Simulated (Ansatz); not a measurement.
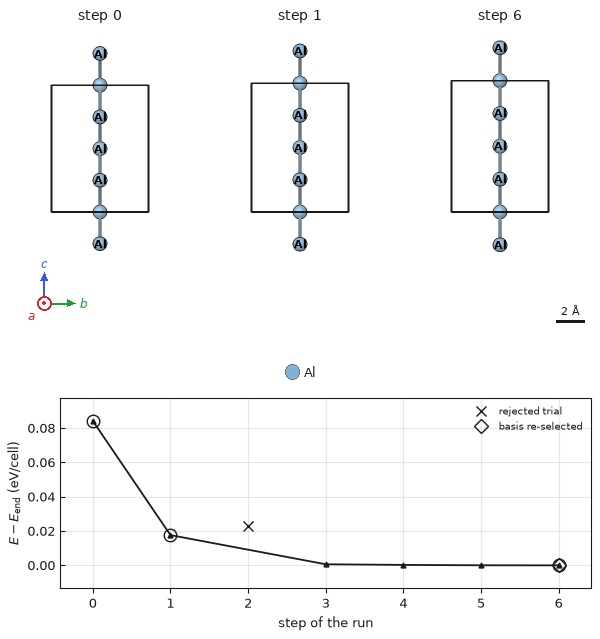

Frames of a relaxation of a wire of composition Al, marked on the history of the run. A ball-and-stick model of the 2 repeat of the cell, with the vacuum cut short, seen along the a axis.

Case: zigzag chain of atoms.

Level of theory: DFT r2SCAN, scalar-relativistic, plane waves, PAW in Ansatz 0.2.0.

The input:
```yaml
crystal:
  lattice:
    - [10.1, 0.0, 0.0]
    - [0.0, 9.3, 0.0]
    - [0.0, 0.0, 4.5728948852]
  atoms:
    - { symbol: Al, position: [0.4434047663, 0.5, 0.0], spin: 0.5 }
    - { symbol: Al, position: [0.5565952337, 0.5, 0.5], spin: 0.5 }
basis:
  ecutwfc: 500
kpoints:
  mp_grid: { grid: [1, 1, 14] }
hamiltonian:
  xc: r2scan
scf:
  occupations: { method: gaussian, width: 0.05 }
output:
  forces: true
  stress: true
  eigenvalues: true
  populations: true
  write_density: true
  write_potential: true
  elf: true
  volumetric_format: npy
magnetization:
  spin_polarized: true
relax:
  adjacent_minimum: "off"
  f_tol: 0.01
  max_steps: 45
  cell: { fix: [a, b, alpha, beta, gamma], stress_tol: 0.03 }
```

Run as
```bash
ansatz run input.yaml --threads 2 --pin off --max-ram 5120MiB --backend cpu --events-out ev --progress --plain --runs-dir out
```

What happens along the run?

Answer. The largest moves relative to the layer's centre, 0.17 Å, are those of Al1 and Al2. Along the periodic axis the drawn cell goes c 9.146 → 9.479 Å (+3.6 %). Some distances before and after: Al1–Al2 2.556 → 2.501 Å. Among the angles between lasting bonds that change: Al2–Al1–Al2 126.9° → 142.8°. The energy falls by 84.2 meV per cell of the calculation in 4 accepted moves (6 points after the start). The largest force component goes from 0.38 to 0.005 eV/Å. The line search rejected the trial step at point 2 of the run. At 1 point the geometry stayed and the basis and grid were re-selected for the new cell (energy shift of less than 0.05 meV per cell of the calculation at most each time). From step 0 to 1: Al atoms move most (0.10 Å), energy −66.6 meV per cell of the calculation. From step 1 to 6: Al atoms move most (0.08 Å), energy −17.6 meV per cell of the calculation.

```tsv
step	E − E(0), meV/atom	largest force component, eV/Å	note
0	0.00	0.3754	
1	-33.29	0.1300	
2	-30.51	0.0282	rejected
3	-41.79	0.0463	
4	-41.97	0.0278	
5	-42.09	0.0050	
6	-42.11	0.0050	same geometry, new basis
```

Limits of the set-up: the k-point mesh is coarse for a cell with partly filled bands.
